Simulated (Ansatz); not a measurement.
AlAs: geometry relaxation (part 2 of 3)

The same run, continued: AlAs (slab, 16 atoms in the cell); DFT PBE+D3(BJ), scalar-relativistic, plane waves, PAW, no spin polarisation (Ansatz 0.2.0); cutoff 420 eV, 2×2×1 k-mesh, Gaussian smearing of 0.05 eV. The structure derives from an entry of the Crystallography Open Database. The input holds or restrains some coordinates. It belongs to a series of runs on one base structure; here: clean slab, lower planes held.

Geometry of the input (Å; fractional positions):
```
8.0104  0.0000  0.0000
-4.0052  6.9372  0.0000
0.0000  0.0000  20.0878
As 0.5000  0.0000  0.3983
As 0.5000  0.5000  0.3983
As 0.0000  0.0000  0.3983
As 0.0000  0.5000  0.3983
Al 0.1667  0.8333  0.4390
Al 0.1667  0.3333  0.4390
Al 0.6667  0.8333  0.4390
Al 0.6667  0.3333  0.4390
As 0.6667  0.8333  0.5610
As 0.6667  0.3333  0.5610
As 0.1667  0.8333  0.5610
As 0.1667  0.3333  0.5610
Al 0.3333  0.6667  0.6017
Al 0.3333  0.1667  0.6017
Al 0.8333  0.6667  0.6017
Al 0.8333  0.1667  0.6017
```

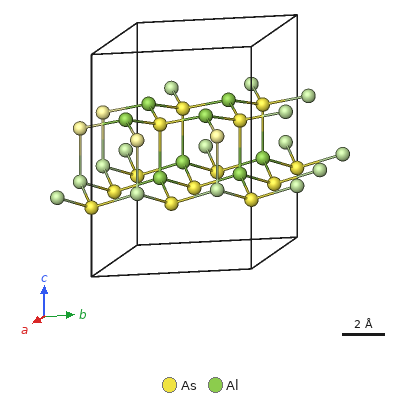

The geometry at step 4 of the log (ball-and-stick view of the cell of the calculation, with the vacuum cut short, seen slightly off an axis; neighbours outside the cell are drawn fainter).

**Log, continued**
```
SCF iter   1: F=—  HF=-43152.425680 eV  |F-HF|=—  |Δ(HF+E_count)|=         —  Δρ=2.41e-3  dr2=2.77e-1  ethr=2.20e-4  p=0.741 e·Å  D=1.20e-1 V/Å  ΔV_dip=-2.41 eV  dr2_dipole=6.31e-2  V_vac-E_F(+/−)=2.95/5.37 eV  ⟨swp⟩=1.0  Hψ=546  notcnv=0  defer=18
efield: sawtooth ramp at fractional position 0.9800 (handed on by an earlier solve), width 0.0400; the density the first Hamiltonian is built on has a dipole p = 0.741 e·Å; the dipole correction subtracts the counter field D = 1.20e-1 V/Å, which shifts the + side's vacuum level by -2.41 eV against the − side's; the planar-averaged density in the ramp window peaks in size at 2.5e-7 e/Å³
preconditioner: auto → Resta (q_TF=auto, 1.939 Å⁻¹)  ε∞=2.5  [insulator: Δε(μ)=0.319 eV  Ē_g=7.375 eV  σ=0.050 eV  W_gap=1.00  n_scr=150 (ndim 8)  ℏωp=8.9 eV  f_vac=0.606  D(μ)=0.00/eV (n_scr^D=0)  ε∞_Penn≈2.5  vacuum switching on, ρ_ref=3.9e-3 e/Å³]
SCF iter   2: F=—  HF=-43152.599114 eV  |F-HF|=—  |Δ(HF+E_count)|=   1.73e-1  Δρ=6.33e-3  dr2=7.50e0  ethr=1.92e-4  p=0.926 e·Å  D=1.50e-1 V/Å  ΔV_dip=-3.01 eV  dr2_dipole=3.05e0  V_vac-E_F(+/−)=2.72/5.73 eV  ⟨swp⟩=3.0  Hψ=209  notcnv=0  defer=18  recentre
preconditioner: auto → LDOS  [insulator: Δε(μ)=0.377 eV  Ē_g=7.333 eV  σ=0.050 eV  W_gap=0.67  n_scr=150 (ndim 8)  ℏωp=8.9 eV  f_vac=0.607  D(μ)=31.07/eV (n_scr^D=212)  ε∞_Penn≈2.5  β→1.0]
SCF iter   3: F=—  HF=-43152.415821 eV  |F-HF|=—  |Δ(HF+E_count)|=   1.83e-1  Δρ=2.03e-3  dr2=2.01e-1  ethr=1.92e-4  p=0.752 e·Å  D=1.22e-1 V/Å  ΔV_dip=-2.45 eV  dr2_dipole=4.35e-2  V_vac-E_F(+/−)=2.94/5.39 eV  ⟨swp⟩=3.0  Hψ=243  notcnv=0  defer=18
SCF iter   4: F=—  HF=-43152.399176 eV  |F-HF|=—  |Δ(HF+E_count)|=   1.66e-2  Δρ=1.49e-3  dr2=7.69e-2  ethr=1.40e-4  p=0.773 e·Å  D=1.25e-1 V/Å  ΔV_dip=-2.52 eV  dr2_dipole=1.04e-2  V_vac-E_F(+/−)=2.91/5.42 eV  ⟨swp⟩=1.0  Hψ=158  notcnv=0  defer=18
SCF iter   5: F=—  HF=-43152.391161 eV  |F-HF|=—  |Δ(HF+E_count)|=   8.02e-3  Δρ=7.95e-4  dr2=3.78e-2  ethr=5.34e-5  p=0.795 e·Å  D=1.29e-1 V/Å  ΔV_dip=-2.59 eV  dr2_dipole=1.01e-2  V_vac-E_F(+/−)=2.86/5.44 eV  ⟨swp⟩=2.0  Hψ=188  notcnv=0  defer=18
SCF iter   6: F=—  HF=-43152.393589 eV  |F-HF|=—  |Δ(HF+E_count)|=   2.43e-3  Δρ=8.41e-4  dr2=1.19e-1  ethr=2.62e-5  p=0.803 e·Å  D=1.30e-1 V/Å  ΔV_dip=-2.61 eV  dr2_dipole=4.45e-2  V_vac-E_F(+/−)=2.85/5.46 eV  ⟨swp⟩=2.0  Hψ=177  notcnv=0  defer=18  recentre
SCF iter   7: F=—  HF=-43152.389928 eV  |F-HF|=—  |Δ(HF+E_count)|=   3.66e-3  Δρ=4.48e-4  dr2=3.45e-2  ethr=2.62e-5  p=0.797 e·Å  D=1.29e-1 V/Å  ΔV_dip=-2.60 eV  dr2_dipole=1.31e-2  V_vac-E_F(+/−)=2.86/5.46 eV  ⟨swp⟩=1.0  Hψ=158  notcnv=0  defer=18
SCF iter   8: F=—  HF=-43152.388327 eV  |F-HF|=—  |Δ(HF+E_count)|=   1.60e-3  Δρ=2.07e-4  dr2=7.35e-3  ethr=2.39e-5  p=0.791 e·Å  D=1.28e-1 V/Å  ΔV_dip=-2.58 eV  dr2_dipole=2.80e-3  V_vac-E_F(+/−)=2.88/5.46 eV  ⟨swp⟩=1.0  Hψ=180  notcnv=0  defer=18
SCF iter   9: F=—  HF=-43152.387934 eV  |F-HF|=—  |Δ(HF+E_count)|=   3.93e-4  Δρ=1.00e-4  dr2=1.67e-3  ethr=5.10e-6  p=0.787 e·Å  D=1.28e-1 V/Å  ΔV_dip=-2.56 eV  dr2_dipole=6.35e-4  V_vac-E_F(+/−)=2.90/5.46 eV  ⟨swp⟩=1.0  Hψ=182  notcnv=0  defer=18
SCF iter  10: F=—  HF=-43152.387816 eV  |F-HF|=—  |Δ(HF+E_count)|=   1.18e-4  Δρ=2.97e-5  dr2=1.38e-4  ethr=1.16e-6  p=0.785 e·Å  D=1.27e-1 V/Å  ΔV_dip=-2.55 eV  dr2_dipole=5.15e-5  V_vac-E_F(+/−)=2.90/5.46 eV  ⟨swp⟩=1.0  Hψ=158  notcnv=0  defer=18
SCF iter  11: F=-43152.387796 eV  HF=-43152.387806 eV  |F-HF|=1.02e-5  |Δ(HF+E_count)|=   9.86e-6  Δρ=7.73e-6  dr2=8.04e-6  ethr=6.94e-8  p=0.784 e·Å  D=1.27e-1 V/Å  ΔV_dip=-2.55 eV  dr2_dipole=2.99e-6  V_vac-E_F(+/−)=2.91/5.46 eV  ⟨swp⟩=22.5  Hψ=1593  notcnv=0
SCF 2 converged in 11 iterations: F = -43152.387796 eV  dr2 = 8.04e-6
relax step   2: F+E_penalty+E_count = -43152.38779578 eV  Δ(F+E_penalty+E_count) = -4.516e-1 eV  max|allowed force component| = 5.047e-1 eV/Å  Δτ_max = 0.1034 Å  (11 SCF iters, dr2 threshold 1.00e-4 eV, accepted)
SCF iter   1: F=—  HF=-43152.490355 eV  |F-HF|=—  |Δ(HF+E_count)|=         —  Δρ=1.80e-3  dr2=7.33e-2  ethr=1.17e-3  p=0.784 e·Å  D=1.27e-1 V/Å  ΔV_dip=-2.55 eV  dr2_dipole=9.44e-4  V_vac-E_F(+/−)=2.86/5.41 eV  ⟨swp⟩=4.0  Hψ=340  notcnv=0  defer=18
efield: sawtooth ramp at fractional position 0.9800 (handed on by an earlier solve), width 0.0400; the density the first Hamiltonian is built on has a dipole p = 0.784 e·Å; the dipole correction subtracts the counter field D = 1.27e-1 V/Å, which shifts the + side's vacuum level by -2.55 eV against the − side's; the planar-averaged density in the ramp window peaks in size at 2.5e-7 e/Å³
preconditioner: auto → Resta (q_TF=auto, 1.939 Å⁻¹)  ε∞=2.5  [insulator: Δε(μ)=0.248 eV  Ē_g=7.350 eV  σ=0.050 eV  W_gap=1.00  n_scr=150 (ndim 8)  ℏωp=8.9 eV  f_vac=0.605  D(μ)=0.08/eV (n_scr^D=0)  ε∞_Penn≈2.5  vacuum switching on, ρ_ref=3.9e-3 e/Å³]
SCF iter   2: F=—  HF=-43152.481613 eV  |F-HF|=—  |Δ(HF+E_count)|=   8.74e-3  Δρ=9.76e-4  dr2=2.88e-2  ethr=5.09e-5  p=0.807 e·Å  D=1.31e-1 V/Å  ΔV_dip=-2.63 eV  dr2_dipole=8.52e-3  V_vac-E_F(+/−)=2.86/5.48 eV  ⟨swp⟩=2.0  Hψ=245  notcnv=0  defer=18
preconditioner: auto → LDOS  [insulator: Δε(μ)=0.194 eV  Ē_g=7.346 eV  σ=0.050 eV  W_gap=0.99  n_scr=150 (ndim 8)  ℏωp=8.9 eV  f_vac=0.605  D(μ)=0.90/eV (n_scr^D=2)  ε∞_Penn≈2.5  β→1.0]
SCF iter   3: F=—  HF=-43152.479494 eV  |F-HF|=—  |Δ(HF+E_count)|=   2.12e-3  Δρ=3.12e-4  dr2=2.49e-3  ethr=2.00e-5  p=0.785 e·Å  D=1.27e-1 V/Å  ΔV_dip=-2.56 eV  dr2_dipole=8.23e-4  V_vac-E_F(+/−)=2.86/5.42 eV  ⟨swp⟩=2.0  Hψ=199  notcnv=0  defer=18
SCF iter   4: F=—  HF=-43152.479584 eV  |F-HF|=—  |Δ(HF+E_count)|=   9.05e-5  Δρ=8.89e-5  dr2=1.59e-4  ethr=1.73e-6  p=0.792 e·Å  D=1.28e-1 V/Å  ΔV_dip=-2.58 eV  dr2_dipole=4.17e-6  V_vac-E_F(+/−)=2.85/5.43 eV  ⟨swp⟩=2.0  Hψ=219  notcnv=0  defer=18
SCF iter   5: F=—  HF=-43152.479583 eV  |F-HF|=—  |Δ(HF+E_count)|=   1.77e-6  Δρ=2.51e-5  dr2=1.81e-5  ethr=1.10e-7  p=0.793 e·Å  D=1.29e-1 V/Å  ΔV_dip=-2.58 eV  dr2_dipole=6.28e-6  V_vac-E_F(+/−)=2.85/5.44 eV  ⟨swp⟩=2.0  Hψ=222  notcnv=0  defer=18
SCF iter   6: F=-43152.479582 eV  HF=-43152.479588 eV  |F-HF|=6.56e-6  |Δ(HF+E_count)|=   5.47e-6  Δρ=9.96e-6  dr2=6.04e-6  ethr=1.11e-8  p=0.794 e·Å  D=1.29e-1 V/Å  ΔV_dip=-2.59 eV  dr2_dipole=2.29e-6  V_vac-E_F(+/−)=2.85/5.44 eV  ⟨swp⟩=20.5  Hψ=1681  notcnv=0
SCF 3 converged in 6 iterations: F = -43152.479582 eV  dr2 = 6.04e-6
relax step   3: F+E_penalty+E_count = -43152.47958160 eV  Δ(F+E_penalty+E_count) = -9.179e-2 eV  max|allowed force component| = 9.886e-2 eV/Å  Δτ_max = 0.0863 Å  (6 SCF iters, dr2 threshold 1.59e-5 eV, accepted)
SCF iter   1: F=—  HF=-43152.486209 eV  |F-HF|=—  |Δ(HF+E_count)|=         —  Δρ=3.63e-4  dr2=7.11e-3  ethr=4.76e-5  p=0.794 e·Å  D=1.29e-1 V/Å  ΔV_dip=-2.59 eV  dr2_dipole=1.79e-3  V_vac-E_F(+/−)=2.82/5.41 eV  ⟨swp⟩=3.0  Hψ=309  notcnv=0  defer=18
efield: sawtooth ramp at fractional position 0.9800 (handed on by an earlier solve), width 0.0400; the density the first Hamiltonian is built on has a dipole p = 0.794 e·Å; the dipole correction subtracts the counter field D = 1.29e-1 V/Å, which shifts the + side's vacuum level by -2.59 eV against the − side's; the planar-averaged density in the ramp window peaks in size at 2.4e-7 e/Å³
preconditioner: auto → Resta (q_TF=auto, 1.939 Å⁻¹)  ε∞=2.5  [insulator: Δε(μ)=0.278 eV  Ē_g=7.372 eV  σ=0.050 eV  W_gap=1.00  n_scr=150 (ndim 8)  ℏωp=8.9 eV  f_vac=0.607  D(μ)=0.02/eV (n_scr^D=0)  ε∞_Penn≈2.5  vacuum switching on, ρ_ref=3.9e-3 e/Å³]
SCF iter   2: F=—  HF=-43152.487876 eV  |F-HF|=—  |Δ(HF+E_count)|=   1.67e-3  Δρ=4.28e-4  dr2=2.56e-2  ethr=4.94e-6  p=0.825 e·Å  D=1.34e-1 V/Å  ΔV_dip=-2.69 eV  dr2_dipole=1.16e-2  V_vac-E_F(+/−)=2.78/5.46 eV  ⟨swp⟩=2.0  Hψ=221  notcnv=0  defer=18  recentre
SCF iter   3: F=—  HF=-43152.485738 eV  |F-HF|=—  |Δ(HF+E_count)|=   2.14e-3  Δρ=2.46e-4  dr2=2.19e-3  ethr=4.94e-6  p=0.797 e·Å  D=1.29e-1 V/Å  ΔV_dip=-2.60 eV  dr2_dipole=4.26e-4  V_vac-E_F(+/−)=2.82/5.42 eV  ⟨swp⟩=2.0  Hψ=195  notcnv=0  defer=18
SCF iter   4: F=—  HF=-43152.485555 eV  |F-HF|=—  |Δ(HF+E_count)|=   1.84e-4  Δρ=1.22e-4  dr2=2.71e-4  ethr=1.52e-6  p=0.800 e·Å  D=1.30e-1 V/Å  ΔV_dip=-2.60 eV  dr2_dipole=1.08e-7  V_vac-E_F(+/−)=2.82/5.43 eV  ⟨swp⟩=2.0  Hψ=167  notcnv=0  defer=18
SCF iter   5: F=—  HF=-43152.485537 eV  |F-HF|=—  |Δ(HF+E_count)|=   1.78e-5  Δρ=1.93e-5  dr2=5.41e-6  ethr=1.88e-7  p=0.798 e·Å  D=1.29e-1 V/Å  ΔV_dip=-2.60 eV  dr2_dipole=4.74e-7  V_vac-E_F(+/−)=2.83/5.43 eV  ⟨swp⟩=2.0  Hψ=220  notcnv=0  defer=18
SCF iter   6: F=—  HF=-43152.485740 eV  |F-HF|=—  |Δ(HF+E_count)|=   2.03e-4  Δρ=5.52e-6  dr2=4.10e-7  ethr=3.76e-9  p=0.797 e·Å  D=1.29e-1 V/Å  ΔV_dip=-2.60 eV  dr2_dipole=7.48e-9  V_vac-E_F(+/−)=2.83/5.43 eV  ⟨swp⟩=2.5  Hψ=226  notcnv=0  defer=18
SCF iter   7: F=-43152.485741 eV  HF=-43152.485741 eV  |F-HF|=3.42e-8  |Δ(HF+E_count)|=   3.46e-7  Δρ=1.84e-6  dr2=5.04e-8  ethr=6.94e-11  p=0.797 e·Å  D=1.29e-1 V/Å  ΔV_dip=-2.60 eV  dr2_dipole=1.19e-9  V_vac-E_F(+/−)=2.83/5.43 eV  ⟨swp⟩=18.5  Hψ=1360  notcnv=0
SCF 4 converged in 7 iterations: F = -43152.485741 eV  dr2 = 5.04e-8
relax step   4: F+E_penalty+E_count = -43152.48574060 eV  Δ(F+E_penalty+E_count) = -6.159e-3 eV  max|allowed force component| = 6.664e-3 eV/Å  Δτ_max = 0.0228 Å  (7 SCF iters, accepted)
SCF converged after 7 iterations
Free energy (F): -43152.485741 eV
Harris-Foulkes:  -43152.485741 eV  (|F-HF|=3.42e-8)
Internal energy: -43152.485669 eV  (E = F + TS)
E sigma→0 (E₀):  -43152.485705 eV
Entropy (-TS):   -0.000072 eV (-0.004 meV/atom)
Fermi energy:    -0.415933 eV
Dipole field:    D = 0.129242 V/Å  (p = 0.797284 e·Å, saw-weighted, corrected)
Work function:   Φ+ = 2.8309 eV   Φ− = 5.4271 eV
Levels:          The Fermi level and band energies are counted from a zero that moves with the ramp; work functions are not
--- Per-component energies (eV) ---
  E_band       = -3217.324557
  E_kinetic    = 1000.064968
  E_local      = -71129.625868  (includes V_loc(G=0)·N_el)
  E_nonlocal   = -5279.671588
  E_hartree    = 35608.769556
  E_xc         = -944.072124
  E_vxc        = -855.144742  (∫ρ·V_xc dr)
  E_paw        = -18421.173119  (= ΣΔE_a)
  E_vpaw       = 1825.837573  (= ΣTr[D̂ρ^β])
  E_aug_tail   = 0.000046  (compensation charges beyond the density's cutoff)
  E_efield     = 0.051521  (sawtooth field / dipole correction)
  E_vefield    = 3.674959  (∫n·V_field dr)
  E_ewald      = 16016.532864
  E_disp       = -3.361925  (pairwise vdW)
  E_smearing   = -0.000072  (= −TS)
  E_closure    = -0.000000  (closes the sum)
  Σ components = -43152.485741   (vs F -43152.485741, Δ=0.00e0)
--- Forces (eV/Å), atoms counted from 1 ---
  atom   1  As     0.00000000    -0.00000000     0.71124736
  atom   2  As     0.00000000    -0.00000000     0.71124736
  atom   3  As     0.00000000    -0.00000000     0.71124736
  atom   4  As     0.00000000    -0.00000000     0.71124736
  atom   5  Al    -0.00000000     0.00000000    -0.71447310
  atom   6  Al    -0.00000000     0.00000000    -0.71447310
  atom   7  Al    -0.00000000     0.00000000    -0.71447310
  atom   8  Al    -0.00000000     0.00000000    -0.71447310
  atom   9  As     0.00000000    -0.00000000     0.00666439
  atom  10  As     0.00000000    -0.00000000     0.00666439
  atom  11  As     0.00000000    -0.00000000     0.00666439
  atom  12  As     0.00000000    -0.00000000     0.00666439
  atom  13  Al    -0.00000000    -0.00000000    -0.00343696
  atom  14  Al    -0.00000000     0.00000000    -0.00343696
  atom  15  Al    -0.00000000     0.00000000    -0.00343696
  atom  16  Al    -0.00000000     0.00000000    -0.00343696
  max |Σ_I F_I| component: 6.76e-6 eV/Å
--- Band table (eV) ---
  k-point 0: bands = ["-36.6498", "-36.6490", "-36.6490", "-36.6490", "-36.6390", "-36.6390", "-36.6390", "-36.6385", "-36.6385", "-36.6381", "-36.6381", "-36.6381", "-36.6306", "-36.6306", "-36.6306", "-36.6304", "-36.6304", "-36.6295", "-36.6295", "-36.6295", "-34.6994", "-34.6986", "-34.6986", "-34.6986", "-34.6895", "-34.6895", "-34.6895", "-34.6890", "-34.6890", "-34.6890", "-34.6890", "-34.6890", "-34.6618", "-34.6618", "-34.6618", "-34.6618", "-34.6618", "-34.6603", "-34.6603", "-34.6603", "-13.5100", "-12.3881", "-12.3881", "-12.3881", "-11.1899", "-10.0838", "-10.0838", "-10.0838", "-7.5245", "-7.5245", "-7.5245", "-5.6831", "-5.6831", "-5.6831", "-5.6673", "-4.0321", "-4.0321", "-4.0321", "-3.5499", "-3.5499", "-3.5499", "-2.9090", "-2.9090", "-2.3725", "-1.6790", "-1.6790", "-1.6790", "-1.5831", "-1.5831", "-1.5831", "-0.5385", "-0.5385", "-0.0816", "-0.0518", "-0.0518", "-0.0518", "0.1084", "0.1084", "0.1084", "0.6272", "1.9421", "1.9421", "1.9421", "2.1218", "2.4368", "2.4368", "2.4368", "2.4842"]
  k-point 1: bands = ["-36.6494", "-36.6494", "-36.6489", "-36.6489", "-36.6388", "-36.6388", "-36.6388", "-36.6388", "-36.6383", "-36.6383", "-36.6383", "-36.6383", "-36.6305", "-36.6305", "-36.6303", "-36.6303", "-36.6300", "-36.6300", "-36.6298", "-36.6298", "-34.6990", "-34.6990", "-34.6986", "-34.6986", "-34.6894", "-34.6894", "-34.6892", "-34.6892", "-34.6891", "-34.6891", "-34.6890", "-34.6890", "-34.6618", "-34.6618", "-34.6614", "-34.6614", "-34.6610", "-34.6610", "-34.6607", "-34.6607", "-13.0405", "-13.0405", "-12.4088", "-12.4088", "-10.7216", "-10.7216", "-10.0982", "-10.0982", "-7.1149", "-7.1149", "-5.9173", "-5.9173", "-5.3985", "-5.3985", "-5.0937", "-5.0937", "-5.0571", "-5.0571", "-3.5586", "-3.5586", "-3.4205", "-3.4205", "-3.1725", "-3.1725", "-2.9033", "-2.9033", "-1.5716", "-1.5716", "-1.1972", "-1.1972", "-1.0028", "-1.0028", "-0.2833", "-0.2833", "0.1306", "0.1306", "0.8357", "0.8357", "2.1987", "2.1987", "2.4861", "2.4861", "2.7666", "2.7666", "3.1256", "3.1256", "3.4658", "3.4658"]
--- Relaxed structure (4 steps of the walk, 4 accepted, 0 SCFs on fresh bases) ---
  F+E_penalty+E_count = -43152.48574060 eV   max|allowed force component| = 6.664e-3 eV/Å
  atoms:
    - { symbol: As, position: [0.5000000000000001, -4.047688110558697e-17, 0.3982519896999999] }
    - { symbol: As, position: [0.5, 0.4999999999999999, 0.3982519896999999] }
    - { symbol: As, position: [2.8912057931869727e-17, -4.0476881105586964e-17, 0.3982519896999999] }
    - { symbol: As, position: [5.551115123125783e-17, 0.49999999999999983, 0.3982519896999999] }
    - { symbol: Al, position: [0.1666666666666666, 0.8333333333333334, 0.4389511937999999] }
    - { symbol: Al, position: [0.16666666666666663, 0.33333333333333326, 0.4389511937999999] }
    - { symbol: Al, position: [0.6666666666666666, 0.8333333333333333, 0.4389511937999999] }
    - { symbol: Al, position: [0.6666666666666665, 0.33333333333333326, 0.4389511937999999] }
    - { symbol: As, position: [0.6666666666666666, 0.8333333333333333, 0.5711887859823076] }
    - { symbol: As, position: [0.6666666666666665, 0.33333333333333326, 0.5711887859823076] }
    - { symbol: As, position: [0.1666666666666666, 0.8333333333333334, 0.5711887859823076] }
    - { symbol: As, position: [0.16666666666666663, 0.33333333333333326, 0.5711887859823076] }
    - { symbol: Al, position: [0.33333333333333337, 0.6666666666666665, 0.5991925227551861] }
    - { symbol: Al, position: [0.33333333333333337, 0.16666666666666663, 0.5991925227551861] }
    - { symbol: Al, position: [0.8333333333333333, 0.6666666666666665, 0.5991925227551861] }
    - { symbol: Al, position: [0.8333333333333333, 0.16666666666666663, 0.5991925227551861] }
```

**Trajectory as extended XYZ (Å, eV, eV/Å), 4 frames, from step=1 to step=4**
```
16
Lattice="8.0104 0.0000 0.0000 -4.0052 6.9372 0.0000 0.0000 0.0000 20.0878" Properties=species:S:1:pos:R:3:forces:R:3 step=1 energy=-43151.93616
As    4.0052    0.0000    8.0000    0.0000   0.0000   0.5453
As    2.0026    3.4686    8.0000    0.0000   0.0000   0.5453
As    0.0000    0.0000    8.0000    0.0000   0.0000   0.5453
As   -2.0026    3.4686    8.0000    0.0000   0.0000   0.5453
Al   -2.0026    5.7810    8.8176    0.0000   0.0000  -1.3050
Al    0.0000    2.3124    8.8176    0.0000   0.0000  -1.3050
Al    2.0026    5.7810    8.8176    0.0000   0.0000  -1.3050
Al    4.0052    2.3124    8.8176    0.0000   0.0000  -1.3050
As    2.0026    5.7810   11.2702    0.0000   0.0000   1.3926
As    4.0052    2.3124   11.2702    0.0000   0.0000   1.3926
As   -2.0026    5.7810   11.2702    0.0000   0.0000   1.3926
As    0.0000    2.3124   11.2702    0.0000   0.0000   1.3926
Al    0.0000    4.6248   12.0878    0.0000   0.0000  -0.6331
Al    2.0026    1.1562   12.0878    0.0000   0.0000  -0.6331
Al    4.0052    4.6248   12.0878    0.0000   0.0000  -0.6331
Al    6.0078    1.1562   12.0878    0.0000   0.0000  -0.6331
16
Lattice="8.0104 0.0000 0.0000 -4.0052 6.9372 0.0000 0.0000 0.0000 20.0878" Properties=species:S:1:pos:R:3:forces:R:3 step=2 energy=-43152.38780
As    4.0052    0.0000    8.0000    0.0000   0.0000   0.6479
As    2.0026    3.4686    8.0000    0.0000   0.0000   0.6479
As    0.0000    0.0000    8.0000    0.0000   0.0000   0.6479
As   -2.0026    3.4686    8.0000    0.0000   0.0000   0.6479
Al   -2.0026    5.7810    8.8176    0.0000   0.0000  -0.9471
Al    0.0000    2.3124    8.8176    0.0000   0.0000  -0.9471
Al    2.0026    5.7810    8.8176    0.0000   0.0000  -0.9471
Al    4.0052    2.3124    8.8176    0.0000   0.0000  -0.9471
As    2.0026    5.7810   11.3736    0.0000   0.0000   0.5047
As    4.0052    2.3124   11.3736    0.0000   0.0000   0.5047
As   -2.0026    5.7810   11.3736    0.0000   0.0000   0.5047
As    0.0000    2.3124   11.3736    0.0000   0.0000   0.5047
Al    0.0000    4.6248   12.0440    0.0000   0.0000  -0.2051
Al    2.0026    1.1562   12.0440    0.0000   0.0000  -0.2051
Al    4.0052    4.6248   12.0440    0.0000   0.0000  -0.2051
Al    6.0078    1.1562   12.0440    0.0000   0.0000  -0.2051
```
